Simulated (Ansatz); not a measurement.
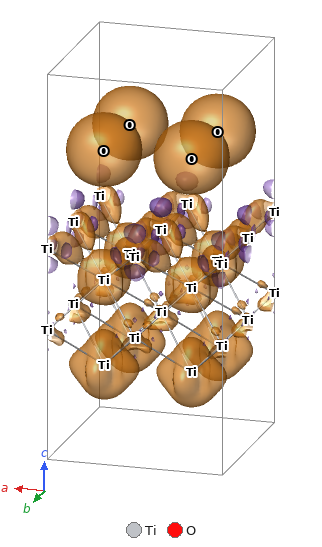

*Ti4O (slab). Isosurfaces of the magnetisation density (up minus down) at +0.008 (orange) and −0.008 e/Å³ (purple), seen at an oblique angle. Sticks mark near contacts.*

A point of a scan over the structure, not its minimum; not relaxed (largest force 0.8 eV/Å); the SCF solution may not be the lowest one; PAW files of the earlier set (soft_1); spin-polarised.

All numbers below come from Ansatz 0.2.0, DFT PBE, scalar-relativistic, plane waves, PAW.

The density is the valence pseudo-density of a PAW calculation; it isn't the true density close to the nuclei.

**Which atoms carry the moments, and with what signs?**

The spin density sits on O: +1.8 μB in one cell of 5 atoms, with smaller moments on other sites: Ti (up to +0.14 μB): a single local moment. The cell of the calculation (5 atoms) carries 2.1 μB of net spin moment.
